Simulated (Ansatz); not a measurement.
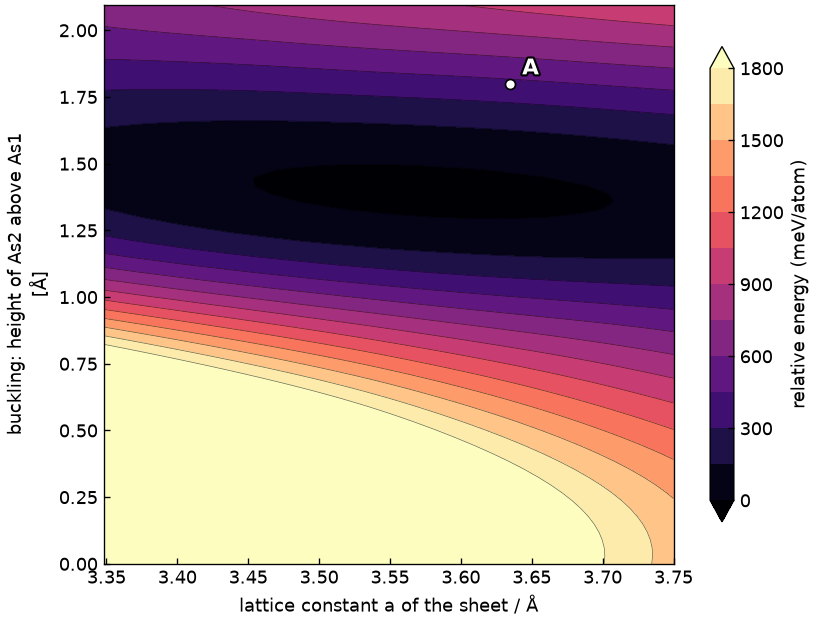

A two-dimensional sheet of As (2 atoms in the cell). The lattice constant and the buckling of a sheet are varied, nothing relaxed. First axis: lattice constant a of the sheet (both vectors scaled alike). Second axis: buckling: height of As2 above As1. Grid: 8 × 8 points. Points are written as (first, second). All energies are given in meV/atom relative to the lowest grid point. Theory: DFT PBE+D3(BJ), scalar-relativistic, plane waves, PAW in Ansatz. Settings: cutoff 420 eV, k-mesh 9×9×1, gaussian smearing 0.02 eV, no spin polarisation.

The picture shows filled contours, one colour for all values above the top of the scale, the point A. Between grid points the surface is interpolated.

Which way does the force act at A, and how strong is it?

Answer. A, at (3.635 Å, 1.797 Å), is not a stationary point. The computed force is 570 meV/atom for each Å towards smaller values of the first coordinate and 1700 meV/atom for each Å towards smaller values of the second coordinate.
